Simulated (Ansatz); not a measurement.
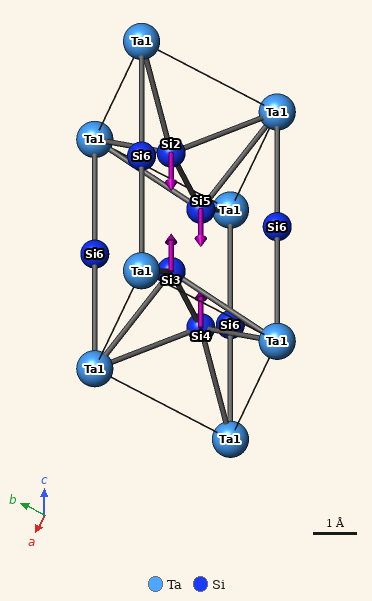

This is a relaxation of crystalline TaSi5 (a generated structure, set up in P6/mmm) (coarse preliminary run). The starting structure is drawn; purple arrows show the displacements (the part carried along by the change of the cell is left out), 30 times their true length.

The picture is a ball-and-stick view of the cell of the calculation, seen from a free direction.

Level of theory: DFT PBE, scalar-relativistic, plane waves, PAW in Ansatz.

Input file:
```yaml
crystal:
  lattice:
    - [4.4100788, 0.0, 0.0]
    - [-2.2050394, 3.81924028, 0.0]
    - [0.0, 0.0, 6.30978803]
  atoms:
    - { symbol: Ta, position: [0.0, 0.0, 0.0] }
    - { symbol: Si, position: [0.33333333, 0.66666667, 0.75802939] }
    - { symbol: Si, position: [0.33333333, 0.66666667, 0.24197061] }
    - { symbol: Si, position: [0.66666667, 0.33333333, 0.24197061] }
    - { symbol: Si, position: [0.66666667, 0.33333333, 0.75802939] }
    - { symbol: Si, position: [0.0, 0.0, 0.5] }
basis:
  ecutwfc: 420
kpoints:
  mp_grid: { grid: [6, 6, 4] }
hamiltonian:
  xc: pbe
scf:
  occupations: { method: gaussian, width: 0.1 }
  lower_state_search: "off"
output:
  forces: true
  stress: true
  eigenvalues: true
relax:
  adjacent_minimum: "off"
  f_tol: 0.04
  max_steps: 70
  cell: { stress_tol: 0.4 }
```

Launched with:
```bash
ansatz run input.yaml --threads 1 --pin off --max-ram 2560MiB --backend cpu --events-out ev --progress --plain --runs-dir out
```

Question: Which element moves most?

Answer: Silicon: up to 0.035 Å, against 0.000 Å for tantalum.

Question: Describe the change and its energy.

Answer: Over 7 accepted moves (8 points after the start) the energy falls by 401 meV per atom. Largest force component: 0.5 eV/Å at the start, 0.02 eV/Å at the end. Pressure: −12.84 GPa at the start and −0.01 GPa at the end. The SCF was repeated once at an unchanged geometry on a basis and grid sized afresh for the cell, which shifted the energy by 0.1 meV per atom at most. The largest moves relative to the cell, 0.035 Å, are those of Si2, Si3, Si4 and Si5. Si5 goes along −c. Ta stays in place. The volume changes by −16.2 %, with a = b 4.410 → 4.499 Å (+2.0 %), c 6.310 → 5.079 Å (−19.5 %). Among the contacts that change: Si2–Si3 3.256 → 2.551 Å, Ta1–Si6 3.155 → 2.539 Å, Si2–Si3 (another image) 3.054 → 2.527 Å, Ta1–Si2 2.969 → 2.889 Å. Bond angles that change, for instance: Ta1–Si4–Ta1 95.9° → 102.3°, Ta1–Si4–Si3 149.1° → 154.1°. The space group stays P6/mmm (No. 191). The run took 35 s on 1 thread of Arm Neoverse V1, with other jobs on the host, peak memory 0.36 GiB.
